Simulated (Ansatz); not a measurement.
## Run report: Zn$_{32}$S$_{32}$, single-point calculation (part 2 of 2)

The same run, continued: Zn$_{32}$S$_{32}$ (F-43m, 64 atoms in the cell); DFT, HSE06, PAW, plane waves (Ansatz 0.2.0); cutoff 420 eV, 1×1×1 k-mesh, Fermi–Dirac smearing of 0.01 eV. The structure was built on a prototype by a generator.

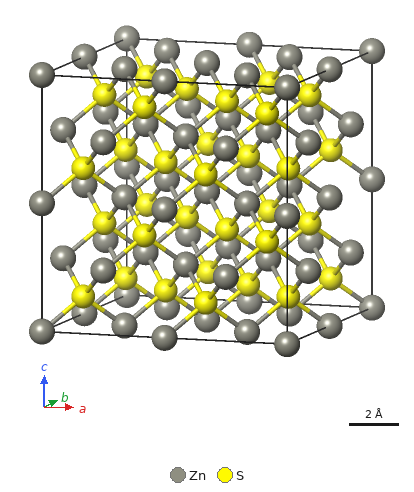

Figure 1. The structure (ball-and-stick view of the cell of the calculation, seen slightly off an axis).

```
hybrid outer 2: dexx = +2.658e-5 eV, tail = 1.93e-7 eV, Δε = 4.14e-3 eV (about 7.99e-5 eV left of the loop's levels)
NSCF: frozen V_eff on 1 k-points
hybrid SCF converged: 2 outer / 12 inner (+4 warm-up), last move |dexx| = 2.66e-5 eV, tail = 1.93e-7 eV
Stability not checked: this state was not tested for a lower state beside it, because the functional holds exact exchange (a hybrid, or Hartree-Fock), whose exchange loop this test does not read (fock_operator; see scf.lower_state_search)
Free energy (F): -135147.248454 eV
Harris-Foulkes:  -135147.248454 eV  (|F-HF|=5.82e-11)
Internal energy: -135147.248454 eV  (E = F + TS)
E sigma→0 (E₀):  -135147.248454 eV
Fermi energy:    7.082968 eV
--- Per-component energies (eV) ---
  E_band       = -738.524873
  E_kinetic    = 7636.678374
  E_local      = -65185.538167  (includes V_loc(G=0)·N_el)
  E_nonlocal   = 20709.597150
  E_hartree    = 27434.843189
  E_xc         = -5982.613162
  E_vxc        = -3588.857001  (∫ρ·V_xc dr)
  E_exx        = -1705.338011  (= α·E_x^exact, valence–valence)
  E_paw        = -77669.388485  (= ΣΔE_a)
  E_vpaw       = -11769.393410  (= ΣTr[D̂ρ^β])
  E_aug_tail   = -0.011764  (compensation charges beyond the density's cutoff)
  E_ewald      = -40402.991762
  E_core_change = 17.514185  (= ΣΔE_core)
  E_smearing   = -0.000000  (= −TS)
  E_closure    = -0.000000  (closes the sum)
  Σ components = -135147.248454   (vs F -135147.248454, Δ=-2.91e-11)
--- Forces (eV/Å), atoms counted from 1 ---
  atom   1  Zn     0.00000000    -0.00000000     0.00000000
  atom   2  Zn     0.00000000    -0.00000000     0.00000000
  atom   3  Zn     0.00000000    -0.00000000    -0.00000000
  atom   4  Zn     0.00000000    -0.00000000    -0.00000000
  atom   5  Zn     0.00000000    -0.00000000    -0.00000000
  atom   6  Zn     0.00000000    -0.00000000    -0.00000000
  atom   7  Zn     0.00000000    -0.00000000     0.00000000
  atom   8  Zn     0.00000000    -0.00000000    -0.00000000
  atom   9  Zn     0.00000000    -0.00000000     0.00000000
  atom  10  Zn     0.00000000    -0.00000000     0.00000000
  atom  11  Zn     0.00000000    -0.00000000    -0.00000000
  atom  12  Zn     0.00000000    -0.00000000    -0.00000000
  atom  13  Zn     0.00000000    -0.00000000    -0.00000000
  atom  14  Zn     0.00000000    -0.00000000    -0.00000000
  atom  15  Zn     0.00000000    -0.00000000     0.00000000
  atom  16  Zn     0.00000000    -0.00000000    -0.00000000
  atom  17  Zn     0.00000000    -0.00000000     0.00000000
  atom  18  Zn     0.00000000    -0.00000000     0.00000000
  atom  19  Zn     0.00000000    -0.00000000    -0.00000000
  atom  20  Zn     0.00000000    -0.00000000     0.00000000
  atom  21  Zn     0.00000000    -0.00000000    -0.00000000
  atom  22  Zn     0.00000000    -0.00000000     0.00000000
  atom  23  Zn     0.00000000    -0.00000000    -0.00000000
  atom  24  Zn     0.00000000    -0.00000000    -0.00000000
  atom  25  Zn     0.00000000    -0.00000000     0.00000000
  atom  26  Zn     0.00000000    -0.00000000     0.00000000
  atom  27  Zn     0.00000000    -0.00000000     0.00000000
  atom  28  Zn     0.00000000    -0.00000000     0.00000000
  atom  29  Zn     0.00000000    -0.00000000     0.00000000
  atom  30  Zn     0.00000000    -0.00000000     0.00000000
  atom  31  Zn     0.00000000    -0.00000000    -0.00000000
  atom  32  Zn     0.00000000    -0.00000000     0.00000000
  atom  33  S     -0.00000000     0.00000000     0.00000000
  atom  34  S     -0.00000000     0.00000000     0.00000000
  atom  35  S     -0.00000000     0.00000000    -0.00000000
  atom  36  S     -0.00000000     0.00000000     0.00000000
  atom  37  S     -0.00000000    -0.00000000    -0.00000000
  atom  38  S      0.00000000    -0.00000000    -0.00000000
  atom  39  S      0.00000000    -0.00000000     0.00000000
  atom  40  S      0.00000000    -0.00000000     0.00000000
  atom  41  S     -0.00000000     0.00000000     0.00000000
  atom  42  S     -0.00000000     0.00000000     0.00000000
  atom  43  S     -0.00000000     0.00000000    -0.00000000
  atom  44  S     -0.00000000     0.00000000     0.00000000
  atom  45  S     -0.00000000     0.00000000     0.00000000
  atom  46  S      0.00000000     0.00000000    -0.00000000
  atom  47  S     -0.00000000     0.00000000     0.00000000
  atom  48  S     -0.00000000     0.00000000     0.00000000
  atom  49  S     -0.00000000     0.00000000     0.00000000
  atom  50  S     -0.00000000     0.00000000     0.00000000
  atom  51  S     -0.00000000     0.00000000    -0.00000000
  atom  52  S     -0.00000000     0.00000000    -0.00000000
  atom  53  S      0.00000000     0.00000000     0.00000000
  atom  54  S     -0.00000000     0.00000000    -0.00000000
  atom  55  S     -0.00000000     0.00000000     0.00000000
  atom  56  S     -0.00000000     0.00000000     0.00000000
  atom  57  S     -0.00000000     0.00000000     0.00000000
  atom  58  S     -0.00000000     0.00000000     0.00000000
  atom  59  S     -0.00000000     0.00000000    -0.00000000
  atom  60  S     -0.00000000     0.00000000    -0.00000000
  atom  61  S      0.00000000    -0.00000000     0.00000000
  atom  62  S      0.00000000    -0.00000000    -0.00000000
  atom  63  S      0.00000000     0.00000000     0.00000000
  atom  64  S      0.00000000    -0.00000000    -0.00000000
  max |Σ_I F_I| component: 7.33e-21 eV/Å
--- Band table (eV) ---
  k-point 0: bands = ["-9.1127", "-8.4840", "-8.4840", "-8.4840", "-8.4840", "-8.4840", "-8.4840", "-8.1109", "-8.1109", "-8.1109", ... 142 levels left out ..., "-2.1502", "-2.1502", "-2.1502", "-2.1502", "-2.1502", "-2.1502", "-2.1409", "-2.1409", "-2.1409", "-2.1409", "-2.1409", "-2.1409", "-2.1058", "-2.1058", "-2.1058", "-2.0741", "-2.0741", "-2.0741", "-2.0741", "-2.0741", "-2.0741", "-2.0741", "-2.0741", "-2.0741", "-2.0741", "-2.0741", "-2.0741", "-1.9291", "-1.9291",
      "-1.9291", "-1.9291", "-1.8867", "-1.8867", "-1.8867", "-1.7082", "-1.7082", "-1.7082", "-1.7082", "-1.7082", "-1.7082", "-0.3938", "-0.3938", "-0.3938", "-0.3938", "0.2571", "0.2571", "0.2571", "0.4175", "0.4175", "0.4175", "0.4175", "0.4175", "0.4175", "0.9747", "0.9747", "0.9747", "0.9747", "0.9747", "0.9747", "0.9747", "0.9747", "0.9747", "0.9747", "0.9747", "0.9747", "2.2845", "2.2845", "2.2845", "2.2845",
      "2.2845", "2.2845", "2.3880", "2.3880", "2.3880", "2.3880", "2.3880", "2.3880", "2.5527", "2.5527", "2.5527", "2.5527", "2.5527", "2.5527", "2.5929", "2.5929", "2.5929", "2.5929", "2.5929", "2.5929", "2.5929", "2.5929", "2.5929", "2.5929", "2.5929", "2.5929", "2.9224", "2.9224", "2.9224", "2.9224", "2.9224", "2.9224", "3.9932", "3.9932", "3.9932", "3.9932", "3.9932", "3.9932", "3.9932", "3.9932",
      "3.9932", "3.9932", "3.9932", "3.9932", "4.3628", "4.3628", "4.3628", "4.3628", "4.3628", "4.3628", "4.3628", "4.3628", "4.3628", "4.3628", "4.3628", "4.3628", "4.4039", "4.4039", "4.4039", "4.4039", "4.4039", "4.4039", "4.4039", "4.4039", "5.3480", "5.3480", "5.3480", "8.8070", "9.6815", "9.6815", "9.6815", "9.9642", "9.9642", "9.9642", "9.9642", "10.6189", "10.6189", "10.6189", "10.9387", "10.9387",
      "10.9387", "10.9387", "10.9387", "10.9387", "11.3188", "11.3188", "11.3188", "11.3188", "11.3188", "11.3188", "11.5968", "11.5968", "11.5968", "11.5968", "11.5968", "11.5968", "11.5968", "11.5968", "11.5968", "11.5968", "11.5968", "11.5968", "12.1234", "12.1234", "12.1234", "12.1234", "12.1234", "12.1234", "13.0051", "13.0051", "13.0051", "13.0051", "13.0051", "13.0051", "13.0222", "13.0222", "13.0222", "13.3174", "13.3174", "13.3174",
      "13.3174", "13.3174", "13.3174", "13.3174", "13.3174", "13.3174", "13.3174", "13.3174", "13.3174", "13.5155", "13.5155"]
--- Löwdin populations: 64 sites ---
  site symbol       q [e]
     0     Zn     10.6758
     1     Zn     10.6758
     2     Zn     10.6758
     3     Zn     10.6758
     4     Zn     10.6758
     5     Zn     10.6758
     6     Zn     10.6758
     7     Zn     10.6758
     8     Zn     10.6758
     9     Zn     10.6758
    10     Zn     10.6758
    11     Zn     10.6758
    12     Zn     10.6758
    13     Zn     10.6758
    14     Zn     10.6758
    15     Zn     10.6758
    16     Zn     10.6758
    17     Zn     10.6758
    18     Zn     10.6758
    19     Zn     10.6758
    20     Zn     10.6758
    21     Zn     10.6758
    22     Zn     10.6758
    23     Zn     10.6758
    24     Zn     10.6758
    25     Zn     10.6758
    26     Zn     10.6758
    27     Zn     10.6758
    28     Zn     10.6758
    29     Zn     10.6758
    30     Zn     10.6758
    31     Zn     10.6758
    32      S      7.1457
    33      S      7.1457
    34      S      7.1457
    35      S      7.1457
    36      S      7.1457
    37      S      7.1457
    38      S      7.1457
    39      S      7.1457
    40      S      7.1457
    41      S      7.1457
    42      S      7.1457
    43      S      7.1457
    44      S      7.1457
    45      S      7.1457
    46      S      7.1457
    47      S      7.1457
    48      S      7.1457
    49      S      7.1457
    50      S      7.1457
    51      S      7.1457
    52      S      7.1457
    53      S      7.1457
    54      S      7.1457
    55      S      7.1457
    56      S      7.1457
    57      S      7.1457
    58      S      7.1457
    59      S      7.1457
    60      S      7.1457
    61      S      7.1457
    62      S      7.1457
    63      S      7.1457
  spilling = 0.009918 (of n_electrons = 576.000000)
```

### Results in brief

- outcome: converged
- space group (tolerance 0.01 Å): F-43m (216)
- electrons treated: 576
- free energy: −135147.2485 eV
- Fermi energy: 7.083 eV
- largest force (length of the vector): under 0.001 eV/Å
- wall time: 35 s (CPU time 2.1 min)
- peak memory: 4.3 GiB

### Remarks

The k-point mesh is coarse for a cell of this size, so the results may not be converged.
